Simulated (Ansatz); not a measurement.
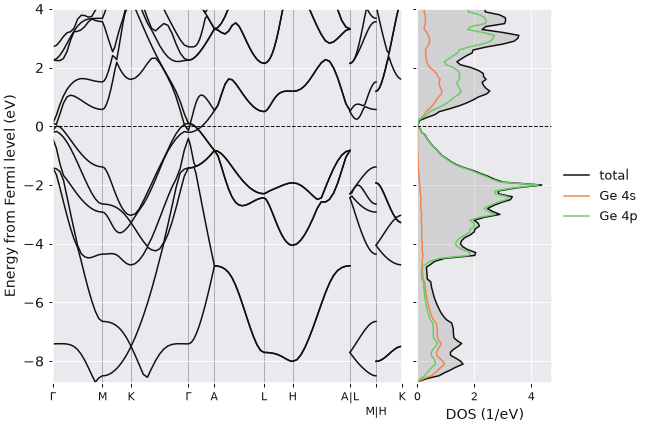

Band structure and density of states. Energies are counted from the Fermi level. The partial curves are projected on Löwdin-orthogonalised atomic shells.

Structure: Ge, space group P6_3/mmc, 4 atoms in the cell.

Level of theory: DFT PBE, scalar-relativistic, plane waves, PAW, no spin polarisation, 12×12×6 k mesh, 420 eV cutoff, Gaussian smearing of 0.1 eV; code Ansatz.

### Does this material conduct, going by its bands?

A semimetal: bands cross the Fermi level along this path, but there are almost no states there.

### By band count a gap could open at this filling. What closes it?

The last band that the electron count would fill rises to 0.07 eV above the Fermi level between Γ and A, leaving holes there, and the next band dips to 0.09 eV below it between Γ and A, holding electrons: an overlap of 0.15 eV, small enough to call it a semimetal.

### What is the density of states at the Fermi level?

The density of states at the Fermi level isn't well fixed here: it changes fast, and within 0.3 eV it runs from 0.019 to 0.33 per eV and cell.
